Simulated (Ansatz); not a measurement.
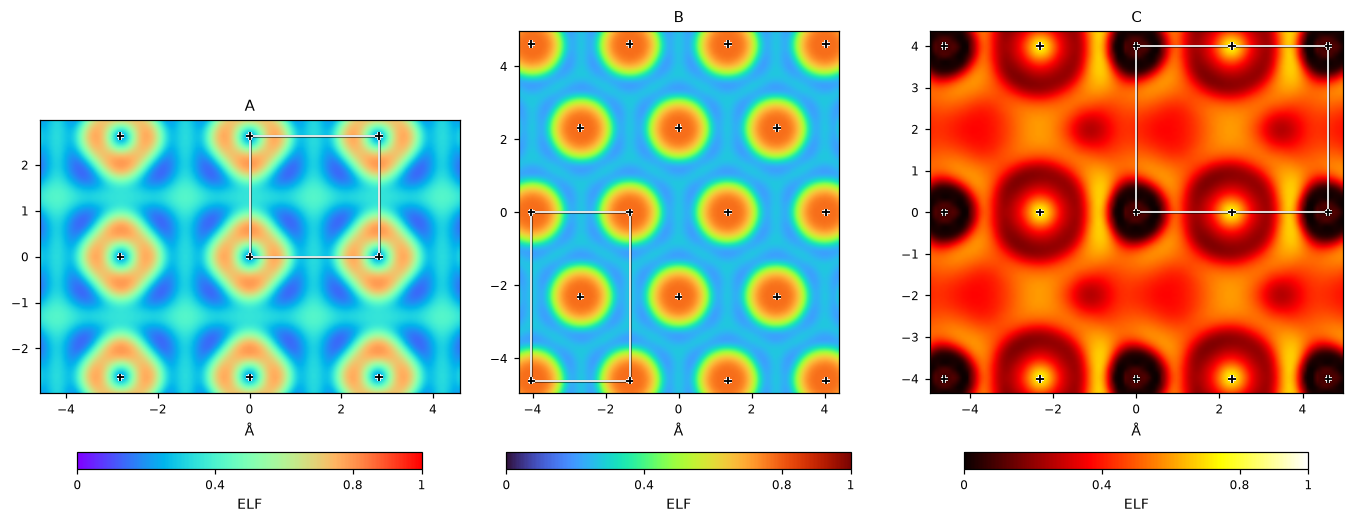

The ELF of 3 systems, each on a plane through atoms (crosses mark nuclei in the plane).

Level of theory: Ansatz 0.2.0, DFT r2SCAN, scalar-relativistic, plane waves, PAW.

System 1: Rh, the (101̄) plane of the conventional cell. Space group I4/mmm; changed on purpose from its base cell (strain -0.0150 x Voigt [0, 0, 1, 0, 0, 0], atoms carried along); computed pressure about 4 GPa in this cell; computed without spin polarisation.

```
CELL_PARAMETERS angstrom
1.90155 -1.90155 0.00000
1.90155 1.90155 0.00000
0.00000 0.00000 3.74605
ATOMIC_POSITIONS crystal
Rh 0.00000 0.00000 0.00000
Rh 0.50000 0.50000 0.50000
```

System 2: Mo, the (010) plane of the conventional cell. Space group P6/mmm; a structure from a database of computed crystals, not necessarily the ambient phase; changed on purpose from its base cell (strain +0.030 along x and y, +0.030 along z, atoms carried along); computed pressure about −16 GPa in this cell; computed without spin polarisation.

System 3: Al3Ni2, the (11̄0) plane of the conventional cell. Space group P-3m1; a structure from a database of computed crystals, not necessarily the ambient phase; changed on purpose from its base cell (strain +0.000 along x and y, -0.050 along z, atoms carried along); computed pressure about 9 GPa in this cell; computed without spin polarisation.

```xyz
5
Lattice="4.0067 0.0000 0.0000 -2.0034 3.4699 0.0000 0.0000 0.0000 4.6185" Properties=species:S:1:pos:R:3 pbc="T T T"
Al    0.0000    0.0000    0.0000
Al    0.0000    2.3133    2.9948
Al    2.0034    1.1566    1.6237
Ni    0.0000    2.3133    0.6753
Ni    2.0034    1.1566    3.9432
```

> Which map belongs to which system?

Panel A is system 2, Mo: the plane holds Mo. Mo–Mo (2.63 Å): the ELF is about 0.35 at the midpoint. Panel B is system 1, Rh: the plane holds Rh. Rh–Rh (2.67 Å): the ELF is about 0.25 at the midpoint: no shared electron pair shows on this line. Panel C is system 3, Al3Ni2: the plane holds Al and Ni. Al–Ni (2.32 Å): the ELF peaks at about 0.65 between the atoms.
